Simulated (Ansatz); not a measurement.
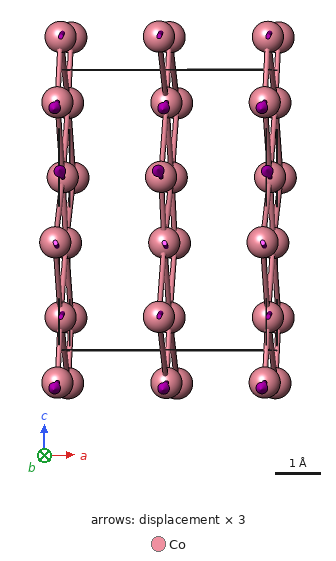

This is a relaxation of solid Co (built on the iodine_64 type) (coarse preliminary run). The starting structure is drawn; purple arrows show the displacements (the part carried along by the change of the cell is left out), 3 times their true length.

A ball-and-stick model of the conventional cell (2 times the calculation's cell), seen from a free direction. Lengths and directions refer to the drawn axes.

Case: iodine type (Cmce, No. 64).

Theory: DFT r2SCAN, scalar-relativistic, plane waves, PAW in Ansatz 0.2.0.

The input:
```yaml
crystal:
  lattice:
    - [2.3371579601, -1.5446826214, 0.0]
    - [2.3371579601, 1.5446826214, 0.0]
    - [0.0, 0.0, 6.3011453754]
  atoms:
    - { symbol: Co, position: [0.85, 0.15, 0.117], spin: 1.88 }
    - { symbol: Co, position: [0.65, 0.35, 0.617], spin: 1.88 }
    - { symbol: Co, position: [0.15, 0.85, 0.883], spin: 1.88 }
    - { symbol: Co, position: [0.35, 0.65, 0.383], spin: 1.88 }
basis:
  ecutwfc: 500
kpoints:
  mp_grid: { grid: [6, 6, 4] }
hamiltonian:
  xc: r2scan
scf:
  occupations: { method: gaussian, width: 0.1 }
  lower_state_search: "off"
output:
  forces: true
  stress: true
  eigenvalues: true
  populations: true
magnetization:
  spin_polarized: true
relax:
  adjacent_minimum: "off"
  f_tol: 0.04
  max_steps: 70
  cell: { stress_tol: 0.4 }
```

> What happened in the run?

The largest moves relative to the cell, 0.36 Å, are those of Co1, Co2, Co3 and Co4. Co3 goes roughly along −b. Cell: a 4.674 → 3.512 Å (−24.9 %), b 3.089 → 3.511 Å (+13.7 %), c 6.301 → 6.972 Å (+10.6 %). Volume −5.5 %. Some distances before and after: Co1–Co3 1.742 → 2.474 Å, Co1–Co4 2.876 → 2.474 Å, Co1–Co3 (another image) 2.832 → 2.474 Å, Co1–Co1 2.801 → 2.483 Å. Among the angles between lasting bonds that change: Co3–Co1–Co4 105.2° → 89.6°, Co3–Co1–Co4 167.0° → 180.0°, Co3–Co1–Co4 169.5° → 180.0°. The space group (tolerance 0.01 Å) goes from Cmce (No. 64) to I4/mmm (No. 139). The energy falls by 1514 meV per atom in 8 accepted moves (10 points after the start). The largest force component goes from 7.7 to 0.00018 eV/Å. The pressure goes from 38.78 to 0.00 GPa. At 2 points the geometry stayed and the basis and grid were re-selected for the new cell (energy shift of 1.7 meV per atom at most each time).

Limits of the set-up: the k-point mesh is coarse for a cell with partly filled bands.
